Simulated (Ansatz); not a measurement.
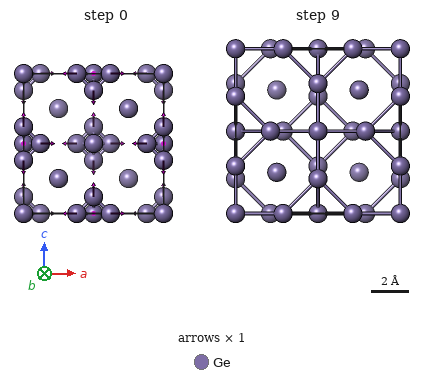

The structure of crystalline Ge (a generated structure, set up in F-43m) (coarse preliminary run) before (left) and after (right) a relaxation, at one scale. The purple arrows give the displacements (the part carried along by the change of the cell is left out), at their true length.

The picture is a ball-and-stick view of the conventional cell (4 times the calculation's cell), seen along the b axis. Lengths and directions refer to the drawn axes.

These are results of DFT PBE, scalar-relativistic, plane waves, PAW (Ansatz 0.2.0), not measurements.

Input file:
```yaml
crystal:
  lattice:
    - [0.0, 3.87210216, 3.87210216]
    - [3.87210216, 0.0, 3.87210216]
    - [3.87210216, 3.87210216, 0.0]
  atoms:
    - { symbol: Ge, position: [0.38024624, 0.61975376, 0.61975376] }
    - { symbol: Ge, position: [0.61975376, 0.38024624, 0.38024624] }
    - { symbol: Ge, position: [0.61975376, 0.38024624, 0.61975376] }
    - { symbol: Ge, position: [0.38024624, 0.61975376, 0.38024624] }
    - { symbol: Ge, position: [0.61975376, 0.61975376, 0.38024624] }
    - { symbol: Ge, position: [0.38024624, 0.38024624, 0.61975376] }
    - { symbol: Ge, position: [0.75, 0.75, 0.75] }
    - { symbol: Ge, position: [0.0, 0.0, 0.0] }
basis:
  ecutwfc: 420
kpoints:
  mp_grid: { grid: [4, 4, 4] }
hamiltonian:
  xc: pbe
scf:
  occupations: { method: gaussian, width: 0.1 }
  lower_state_search: "off"
output:
  forces: true
  stress: true
  eigenvalues: true
relax:
  adjacent_minimum: "off"
  f_tol: 0.04
  max_steps: 70
  cell: { stress_tol: 0.4 }
```

Run as
```bash
ansatz run input.yaml --threads 1 --pin off --max-ram 2560MiB --backend cpu --events-out ev --progress --plain --runs-dir out
```

Question: Summarise the run.

Answer: The largest moves relative to the cell, 0.84 Å, are those of Ge1, Ge2, Ge3, Ge4, Ge5 and Ge6. Ge2 goes along −a. Cell: a = b = c 7.744 → 9.117 Å (+17.7 %). Volume +63.2 %. Among the contacts that change: Ge1–Ge2 1.855 → 3.856 Å, Ge1–Ge3 1.312 → 2.726 Å, Ge1–Ge8 2.945 → 2.631 Å. The space group stays F-43m (No. 216). The energy falls by 48135 meV per atom in 7 accepted moves (9 points after the start). The largest force component goes from 330 to 0.02 eV/Å. The pressure goes from 856.91 to 0.03 GPa. At 2 points the geometry stayed and the basis and grid were re-selected for the new cell (energy shift of 82.8 meV per atom at most each time). The run took 84 s on 1 thread of Arm Neoverse V2, on a shared host, peak memory 0.43 GiB.
